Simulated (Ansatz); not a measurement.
PtSe2 (space group R3m, No. 160). Coordinates: the input geometry of an electronic-structure calculation (not necessarily at equilibrium); the starting structure was generated, so it need not be a known form of this composition.

```
Pt Se
1.0
     3.64099    0.00000    0.00000
    -1.82050    3.15319    0.00000
     0.00000    0.00000   16.45351
Pt Se
3 6
Direct
  0.00000 0.00000 0.00076
  0.66667 0.33333 0.33410
  0.33333 0.66667 0.66743
  0.33333 0.66667 0.24468
  0.66667 0.33333 0.08789
  0.00000 0.00000 0.57802
  0.33333 0.66667 0.42122
  0.66667 0.33333 0.91135
  0.00000 0.00000 0.75455
```

Describe how the polyhedra about Pt are linked (bonds: Pt–Se below 2.9 Å).

Pt: PtSe6 trigonal prism, sharing edges with six neighbours.

They form layers of edge-sharing trigonal prisms parallel to (001).

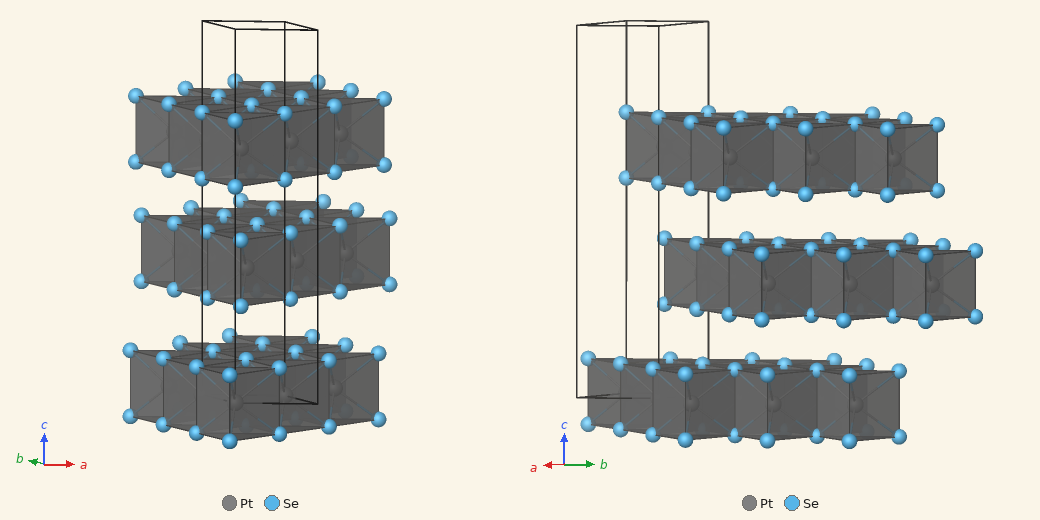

Polyhedra are drawn about Pt (bonds: Pt–Se below 2.9 Å); other atoms are plain spheres. Two views of the same piece.
